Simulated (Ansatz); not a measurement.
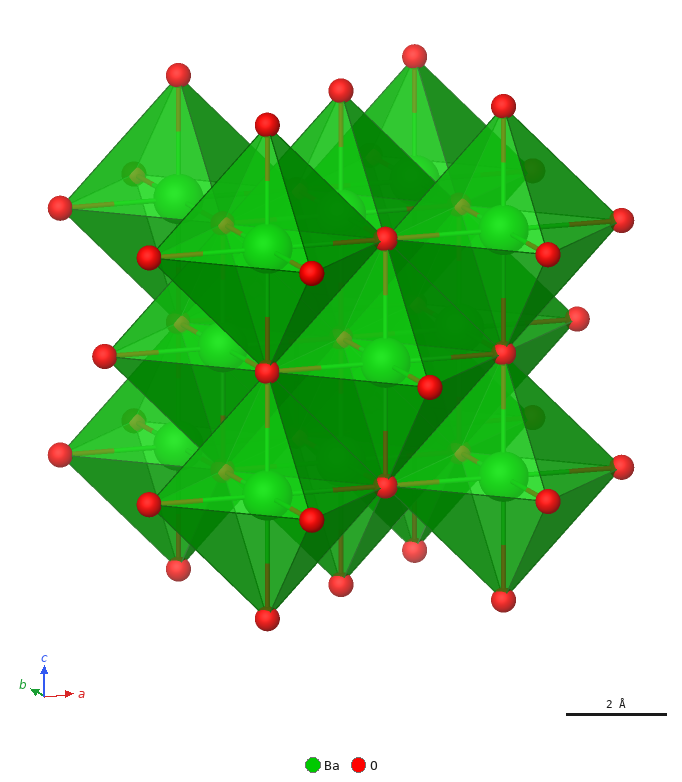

Fig. 1: The input geometry (polyhedral view of the cell 4 times as large as that of the calculation, set on its symmetry axes, seen slightly off an axis; polyhedra are completed across the faces of the cell).

Run report: BaO, band-structure calculation

The run: band-structure calculation of BaO (2 atoms in the cell). Method and program: DFT, PBE, PAW with Ansatz's default frozen-core files, scalar-relativistic, no spin polarisation (Ansatz 0.2.0).

It belongs to a series of runs on one base structure; here: volume scaled by 0.75, PAW files.

## Input file
```yaml
crystal:
  lattice:
    - [0.0, 2.5352391187, 2.5352391187]
    - [2.5352391187, 0.0, 2.5352391187]
    - [2.5352391187, 2.5352391187, 0.0]
  atoms:
    - { symbol: Ba, position: [0.0, 0.0, 0.0] }
    - { symbol: O, position: [0.5, 0.5, 0.5] }
kpoints:
  mp_grid: { grid: [9, 9, 9] }
  band_path:
    path:
      - [0.0, 0.0, 0.0]
      - [0.5, 0.0, 0.5]
      - [0.625, 0.25, 0.625]
      - [0.375, 0.375, 0.75]
      - [0.0, 0.0, 0.0]
      - [0.5, 0.5, 0.5]
      - [0.5, 0.25, 0.75]
      - [0.5, 0.0, 0.5]
    npoints: 6
scf:
  occupations: { method: fermi_dirac, width: 0.03 }
hamiltonian:
  xc: pbe
  pseudopotentials: { kind: paw }
output:
  forces: true
  stress: true
  eigenvalues: true
  efg: { contact_densities: true }
  populations: true
```

Run on 1 thread of Intel Xeon (Sapphire Rapids), 16 GiB of memory available, shared host.

Launched with:
```bash
ansatz run input.yaml --threads 1 --pin off --max-ram 2048MiB --backend cpu --events-out ev --progress --plain --runs-dir out
```

## Log
```
Ba: output.efg is read without spin–orbit coupling, which moves field gradients at and beside such atoms by some per cent and up to a factor of two; PAW files take it under magnetization.noncollinear and magnetization.spin_orbit
Engine: ansatz 0.2.0, x86_64-unknown-linux-gnu
Pseudopotentials: kind: paw
Pseudopotential: Ba, paw, valence charge 10, recommended cutoff 420 eV (normal), Ba.paw.azcp
Pseudopotential: O, paw, valence charge 6, recommended cutoff 420 eV (normal), O.paw.azcp
Functional definition: PBE
  parameter kappa = 0.804
  parameter beta = 0.06672455060314922
  exchange = pbe_x(kappa = kappa, mu = beta*pi^2/3)
  correlation = pbe_c(beta = beta)
Crystal: 2 atoms, lattice volume = 32.590 Å³
Basis set: ecut = 420 eV, 609 PW (Γ), exchange–correlation on 48×48×48 points (8 copies of the dense FFT grid, shifted against one another)
Bands: 12, of which v1, the nominal top of the filled ones, is band 8 counted from 1 (7 counted from 0)
Symmetry: 48 space group operations
Space group: Fm-3m (ITA 225), of the structure as read, at distance tolerance 3.2e-5 Å
k-points: 35 of 729
Non-local potential: Ba, projectors of the file, l = 0: 3, l = 1: 2, l = 2: 2, l = 3: 2
Non-local potential: O, projectors of the file, l = 0: 2, l = 1: 2, l = 2: 1
PAW form: soft (Blöchl's): semilocal exchange-correlation on the pseudo side does not see the compensation charge
PAW one-centre angular grid: Ba, 194 points (default); XC on 64 Gauss nodes
PAW one-centre angular grid: O, 110 points (default); XC on 64 Gauss nodes
Initial density: superposition of atomic densities (neutral atoms: chi_scale 0, normalization atom), corrected by the library's trained network
Initial wavefunctions: pseudopotential atomic-orbital guess
Functional: x = pbe(κ = 0.804, μ = 0.2195149727645171), c = pbe(β = 0.06672455060314922)
SCF iter   1: F=—  HF=-6518.583630 eV  |F-HF|=—  |Δ(HF+E_count)|=         —  Δρ=3.55e-3  dr2=3.87e-3  ethr=1.77e-3  ⟨swp⟩=8.0  Hψ=3525  notcnv=0
preconditioner: auto → none  [insulator: Δε(μ)=0.878 eV  Ē_g=14.252 eV  σ=0.030 eV  W_gap=1.00  n_scr=8 (ndim 8)  ℏωp=24.3 eV  f_vac=0.000  D(μ)=0.00/eV (n_scr^D=0)  ε∞_Penn≈3.9]
SCF iter   2: F=—  HF=-6518.583230 eV  |F-HF|=—  |Δ(HF+E_count)|=   4.00e-4  Δρ=7.78e-4  dr2=1.75e-4  ethr=2.42e-5  ⟨swp⟩=2.6  Hψ=1031  notcnv=0
SCF iter   3: F=—  HF=-6518.583320 eV  |F-HF|=—  |Δ(HF+E_count)|=   8.99e-5  Δρ=2.93e-4  dr2=2.82e-5  ethr=1.09e-6  ⟨swp⟩=2.1  Hψ=758  notcnv=0
SCF iter   4: F=—  HF=-6518.583344 eV  |F-HF|=—  |Δ(HF+E_count)|=   2.43e-5  Δρ=5.61e-5  dr2=9.80e-7  ethr=1.76e-7  ⟨swp⟩=2.3  Hψ=624  notcnv=0
iter 5 did not close the SCF: its close was put off for the readings that it lacked (scf_convergence_deferred on its scf_iter line)
SCF iter   5: F=-6518.583346 eV  HF=-6518.583346 eV  |F-HF|=7.86e-9  |Δ(HF+E_count)|=   1.72e-6  Δρ=8.92e-6  dr2=2.30e-8  ethr=6.13e-9  ⟨swp⟩=2.0  Hψ=676  notcnv=0
SCF iter   6: F=-6518.583346 eV  HF=-6518.583346 eV  |F-HF|=4.31e-10  |Δ(HF+E_count)|=   6.64e-9  Δρ=1.24e-6  dr2=5.82e-10  ethr=1.43e-10  ⟨swp⟩=3.2  Hψ=1610  notcnv=0
SCF 1 converged in 6 iterations: F = -6518.583346 eV  dr2 = 5.82e-10
  greatest PAW one-centre occupation: 0.957 electrons in one spin orbital (limit 2), on the Ba atom at site 0 (counted from 0), in its partial waves of l = 0
```

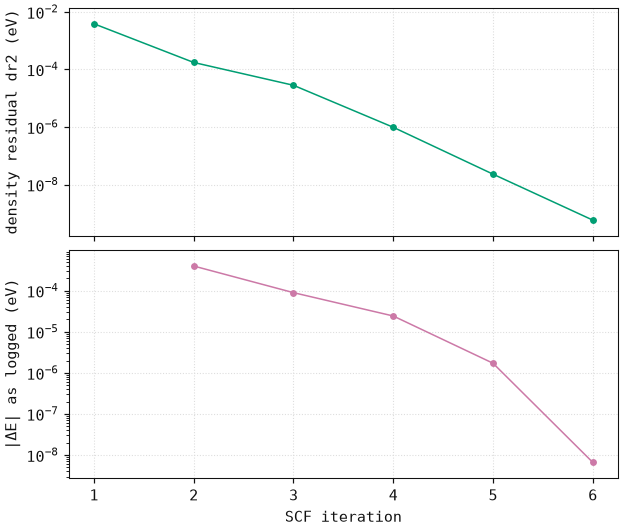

Fig. 2: Convergence of the self-consistent field: density residual dr2 and size of the energy change against the SCF iteration. The residual falls at every step.

```
NSCF: frozen V_eff on 43 k-points
SCF converged after 6 iterations
Free energy (F): -6518.583346 eV
Harris-Foulkes:  -6518.583346 eV  (|F-HF|=4.31e-10)
Internal energy: -6518.583346 eV  (E = F + TS)
E sigma→0 (E₀):  -6518.583346 eV
Entropy (-TS):   -0.000000 eV (-0.000 meV/atom)
Fermi energy:    13.330433 eV
--- Per-component energies (eV) ---
  E_band       = 44.629425
  E_kinetic    = 356.550667
  E_local      = -447.937092  (includes V_loc(G=0)·N_el)
  E_nonlocal   = 106.591737
  E_hartree    = 169.472244
  E_xc         = -247.469288
  E_vxc        = -237.270545  (∫ρ·V_xc dr)
  E_paw        = -5384.713175  (= ΣΔE_a)
  E_vpaw       = -72.251866  (= ΣTr[D̂ρ^β])
  E_aug_tail   = 0.002472  (compensation charges beyond the density's cutoff)
  E_ewald      = -1071.080910
  E_smearing   = -0.000000  (= −TS)
  E_closure    = -0.000000  (closes the sum)
  Σ components = -6518.583346   (vs F -6518.583346, Δ=0.00e0)
--- Forces (eV/Å), atoms counted from 1 ---
  atom   1  Ba    -0.00000000     0.00000000     0.00000000
  atom   2  O      0.00000000    -0.00000000    -0.00000000
  max |Σ_I F_I| component: 2.33e-29 eV/Å
--- Stress (GPa, compression-positive) ---
       37.464873      -0.000000      -0.000000
        0.000000      37.464873      -0.000000
        0.000000      -0.000000      37.464873
  P = ⅓ Tr σ = 37.4649 GPa (374.649 kbar)
--- PAW observables at the nuclei: V_zz in 10²¹ V/m², potentials from the cell's mean, atoms counted from 1 ---
  atom   1  Ba V_zz =    -0.000000   η = 0.0000   by run symmetry: forbidden
            electrostatic potential = -9631.658910 V   contact ρ = 2065474.811629 e/Å³
  atom   2  O  V_zz =    +0.000000   η = 0.0000   by run symmetry: forbidden
            electrostatic potential = -632.494318 V   contact ρ = 2157.936980 e/Å³
--- Band table (eV; the first three rows and the last of 35) ---
  k-point 0: bands = ["-13.4648", "-2.9752", "2.8413", "2.8413", "2.8413", "11.4900", "11.4900", "11.4900", "17.2068", "17.2068", "17.2068", "17.7757"]
  k-point 1: bands = ["-13.3850", "-3.1828", "2.8056", "2.8212", "2.8212", "11.2073", "11.2558", "11.2558", "16.8864", "17.4760", "17.4760", "18.4139"]
  k-point 2: bands = ["-13.1714", "-3.7107", "2.7175", "2.7724", "2.7724", "10.6105", "10.7308", "10.7308", "16.7430", "18.2362", "18.2362", "19.8606"]
  k-point 34: bands = ["-12.4908", "-4.1656", "0.6510", "0.8133", "2.7929", "10.2256", "12.3278", "12.4005", "16.4706", "17.8100", "21.0799", "22.3701"]
--- Löwdin populations: 2 sites ---
  site symbol       q [e]
     0     Ba      8.2550
     1      O      7.3780
  spilling = 0.022937 (of n_electrons = 16.000000)
```

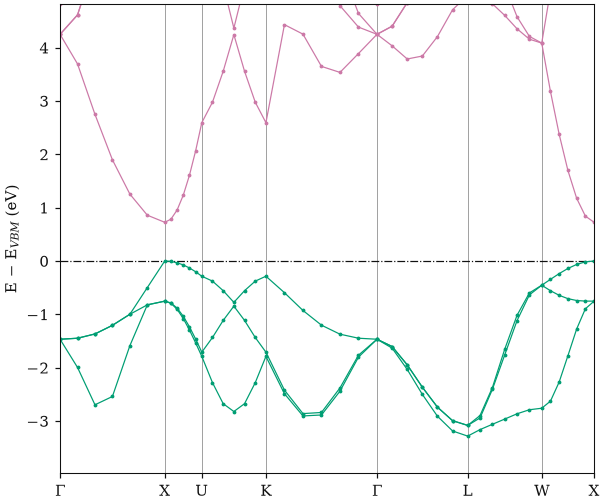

Fig. 3: Band structure along Γ–X–U–K–Γ–L–W–X, with energies from the valence-band top. There is a gap of 0.72 eV on this path, direct, at X.

## Results in brief

```tsv
quantity	value
outcome	converged
space group (tolerance 0.01 Å)	Fm-3m (225)
electrons treated	16
free energy	−6518.5833 eV
Fermi energy	13.330 eV
pressure	37.46 GPa
field gradient V_zz (10²¹ V/m²)	zero at all sites
electronic character	gap of 0.72 eV
largest force (length of the vector)	under 0.001 eV/Å
wall time	2.5 s
peak memory	0.39 GiB
```

The program warns: the field gradients leave out spin–orbit coupling. The cell is under a pressure of 37 GPa at this level, so it is not at its equilibrium volume.
